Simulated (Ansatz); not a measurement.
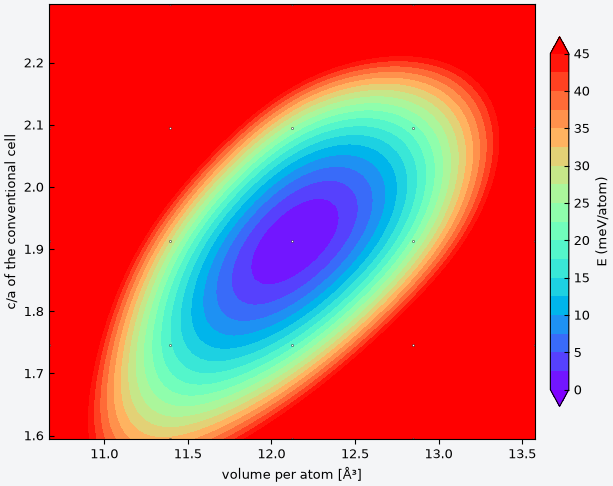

SnO₂ (R-3m, No. 166; 12 atoms in the cell). 
- The energy is mapped over volume and the cell's shape.
- The first coordinate is: volume per atom; the second: c/a of the conventional cell.
- Nothing is relaxed (fractional coordinates fixed).
- Grid: 5 × 5 points.
- Points are written as (first, second).
- Energies: meV/atom, counted from the lowest grid point.
- The band gap closes in part of the range.
- The calculation used DFT LDA, scalar-relativistic, plane waves, PAW (Ansatz). Settings: cutoff 520 eV, k-mesh 6×6×6, gaussian smearing 0.05 eV, no spin polarisation.

The picture shows filled contours, dots at the grid points, one colour for all values above the top of the scale. Between grid points the surface is interpolated.

Where is the minimum, and how stiff is the well along each coordinate?

Answer. The interpolated minimum is at volume per atom ≈ 12.12 Å³, c/a of the conventional cell ≈ 1.913. The curvatures there are about 1.2 eV/(Å³)² and 18 eV, with a cross term of about −2.7 eV/Å³ (per cell of 12 atoms). Round the minimum the valley is strongly tilted: raising volume per atom shifts the best value of c/a of the conventional cell upwards (coupling k₁₂/√(k₁₁k₂₂) about −0.6).

PAW datasets: the set soft_1.
